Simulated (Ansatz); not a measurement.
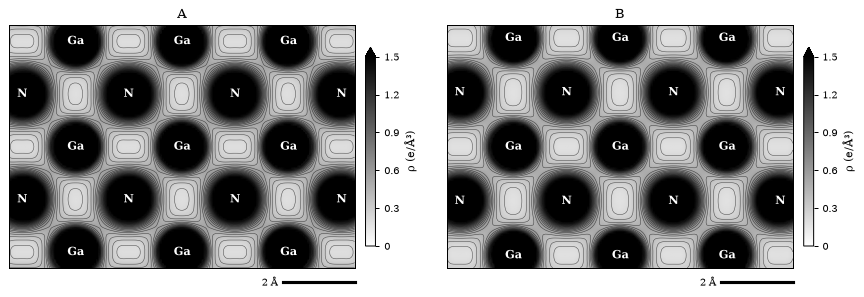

GaN. The valence pseudo-density of two cells that differ in size and shape, on the (101) plane of each (indices in the axes of the calculation cell), at one length scale and on one colour scale; one has 9.2 and the other 9.7 Å³ an atom.

Space group R-3m; started from the rocksalt prototype, which need not be the ambient phase.

All numbers below come from DFT, HSE06, plane waves, PAW (Ansatz 0.2.0).

The density is the valence pseudo-density of a PAW calculation; it isn't the true density close to the nuclei.

The larger cell:

```xyz
2
Lattice="-0.0366 2.1141 2.1141 2.1141 -0.0366 2.1141 2.1141 2.1141 -0.0366" Properties=species:S:1:pos:R:3 pbc="T T T"
Ga    0.0000    0.0000    0.0000
N     2.0958    2.0958    2.0958
```

The smaller cell: a = 2.978 Å, b = 2.978 Å, c = 2.978 Å, α = 59.42°, β = 59.42°, γ = 59.42°.

Q: Which is the denser cell? Describe the effect of the change.

A: Panel A is the smaller cell, by 5 % in volume. From the larger cell to the smaller, Ga–N goes from 2.13 to 2.10 Å, and the density at its midpoint from 0.5 to 0.53 e/Å³; the pressure goes from −9 to 2.9 GPa; the Kohn–Sham gap goes from 1.6 eV to 2.0 eV.
